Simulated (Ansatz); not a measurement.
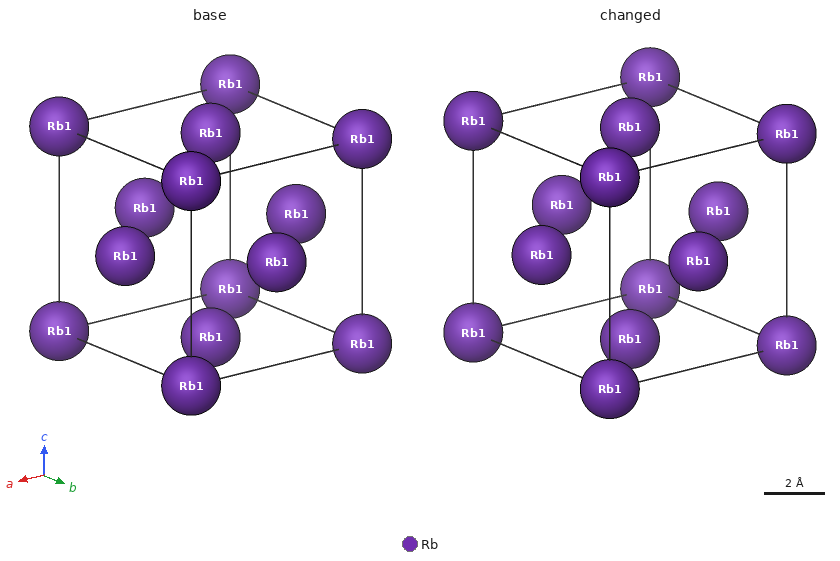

Left: a symmetric starting cell of Rb. Right: the same structure after one change, at the same scale. The picture is a spheres-only view of the conventional cell (4 times the calculation's cell), seen from a free direction. Lengths and directions refer to the drawn axes.

These are results of DFT PBEsol, scalar-relativistic, plane waves, PAW (Ansatz), not measurements. Set-up: plane-wave cutoff 420 eV; k-point mesh 10 × 10 × 10; occupations gaussian; smearing width 0.1 eV; no spin polarisation.

What distinguishes the right structure from the left one?

All lengths are scaled by +3.4 % (volume +10.7 %), the atoms keeping their fractional coordinates. No relaxation follows. The starting cell wasn't computed here and needn't be at equilibrium, so pressure and forces aren't due to the change alone.

What does the change do?

Some distances before and after: Rb–Rb 5.148 → 5.325 Å. The space group stays Fm-3m (No. 225). The pressure is −0.4 GPa (not all of it need come from the change, since the unchanged cell can be under pressure at this level too). All forces vanish by symmetry.
